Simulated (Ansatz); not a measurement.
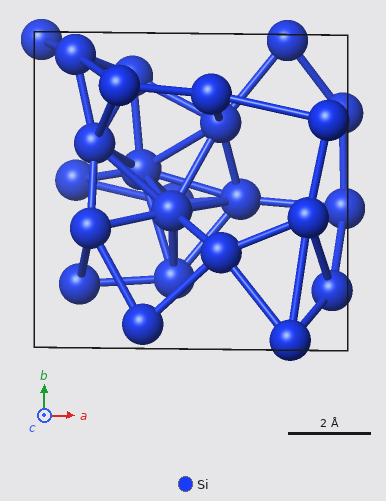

Starting frame of a dynamics run of an amorphous cell of composition Si (24 atoms in the cell). The picture is a ball-and-stick view of the simulation cell, seen along the c axis. Bonds to atoms that aren't drawn are left out.

Computed with Ansatz 0.2.0, DFT PBE, scalar-relativistic, plane waves, PAW.

Input
```yaml
crystal:
  lattice:
    - [7.71905, -0.04436, 0.001374]
    - [-0.04436, 7.782271, 0.26479]
    - [0.001374, 0.26479, 7.527629]
  atoms:
    - { symbol: Si, position: [0.979782016, 0.749290512, 0.3946980347] }
    - { symbol: Si, position: [0.9859363009, 0.4469215842, 0.3733874505] }
    - { symbol: Si, position: [0.2678091443, 0.8289241421, 0.8879378756] }
    - { symbol: Si, position: [0.5609678142, 0.8045131179, 0.8311467204] }
    - { symbol: Si, position: [0.1275547438, 0.9253188107, 0.5601553601] }
    - { symbol: Si, position: [0.3369749274, 0.5631474404, 0.3014766395] }
    - { symbol: Si, position: [0.3424001075, 0.0727871258, 0.731328038] }
    - { symbol: Si, position: [0.654266283, 0.4724782477, 0.3313081795] }
    - { symbol: Si, position: [0.3099304528, 0.8585165121, 0.3205142961] }
    - { symbol: Si, position: [0.4344277143, 0.4333823377, 0.5555301734] }
    - { symbol: Si, position: [0.8126413974, 0.0277443377, 0.8997294065] }
    - { symbol: Si, position: [0.1760370565, 0.3753213904, 0.6884922408] }
    - { symbol: Si, position: [0.1891129047, 0.644782563, 0.5715536989] }
    - { symbol: Si, position: [0.4423815473, 0.4568831115, 0.0228124299] }
    - { symbol: Si, position: [0.0193489207, 0.9714012595, 0.1907916031] }
    - { symbol: Si, position: [0.9461841704, 0.18664433, 0.6324754788] }
    - { symbol: Si, position: [0.9354741078, 0.7257893335, 0.9095663699] }
    - { symbol: Si, position: [0.1290457131, 0.5269482835, 0.0372790182] }
    - { symbol: Si, position: [0.5923164176, 0.3024342419, 0.8114896549] }
    - { symbol: Si, position: [0.8037951353, 0.977037265, 0.4716852289] }
    - { symbol: Si, position: [0.5908615497, 0.7149075078, 0.4738479683] }
    - { symbol: Si, position: [0.4426902833, 0.2196625998, 0.3551703405] }
    - { symbol: Si, position: [0.1409742828, 0.1984884942, 0.3702617162] }
    - { symbol: Si, position: [0.8702585944, 0.4164224726, 0.8824516511] }
  symmetry: { detect: false }
basis:
  ecutwfc: 320
kpoints:
  mp_grid: { grid: [1, 1, 1], shift: [0.25, 0.25, 0.25] }
hamiltonian:
  xc: pbe
scf:
  occupations: { method: fermi_dirac, width: 0.2413 }
  lower_state_search: "off"
  convergence: { dr2_threshold: 1.0e-06 }
output:
  forces: true
  stress: true
md:
  timestep: 3.0
  n_steps: 24
  ensemble: nvt_langevin
  friction: 0.03
  temperature: 2800.0
  initial_velocities: maxwell_boltzmann
  seed: 93915
```

Run as
```bash
ansatz run input.yaml --threads 2 --pin off --max-ram 5120MiB --backend cpu --events-out ev --progress --plain --runs-dir out
```

### What does the trajectory do?

Over the second half the temperature averages 2865 K (spread ±414 K). The potential energy in the second half lies on average 67.3 meV per atom below the first frame. The mean pressure there is 5.2 GPa. Root-mean-square distances from the starting positions over the second half, with the common drift of all atoms taken out: Si 0.64 Å. That is already a fair part of the typical shortest distance between atoms in the first frame, about 2.3 Å and still growing, as in a liquid, though 72 fs is too short to measure diffusion. Bond changes: 5 Si–Si bonds form between 39 fs and 69 fs; 6 Si–Si bonds break between 45 fs and 60 fs.

Along the run (each row but the first and the last is the mean over the interval that it begins):

```tsv
time (fs)	potential energy (meV/atom)	T (K)	p (GPa)
0.0	0.0	2683	6.3
12.0	-32.4	2679	5.6
24.0	-52.2	2767	5.2
36.0	-73.2	3149	5.0
48.0	-65.7	3167	5.3
60.0	-56.6	2411	5.3
72.0	-93.0	2338	4.9
```

The paths of the atoms:

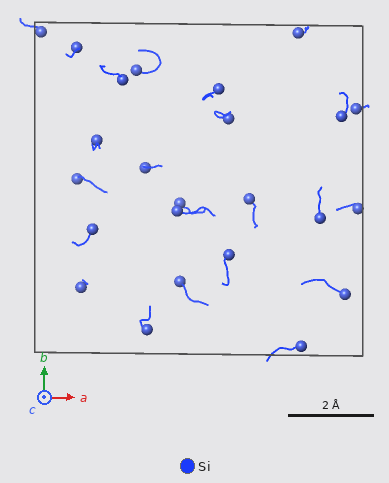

Limits of the set-up: the cutoff lies below the recommended one; the periodic images lie only 7.5 Å apart, so the values are limited by the cell's size.

The run took 18 s on 2 threads of Intel(R) Xeon(R) 6975P-C (Granite Rapids) (shared host), peak memory 0.49 GiB.
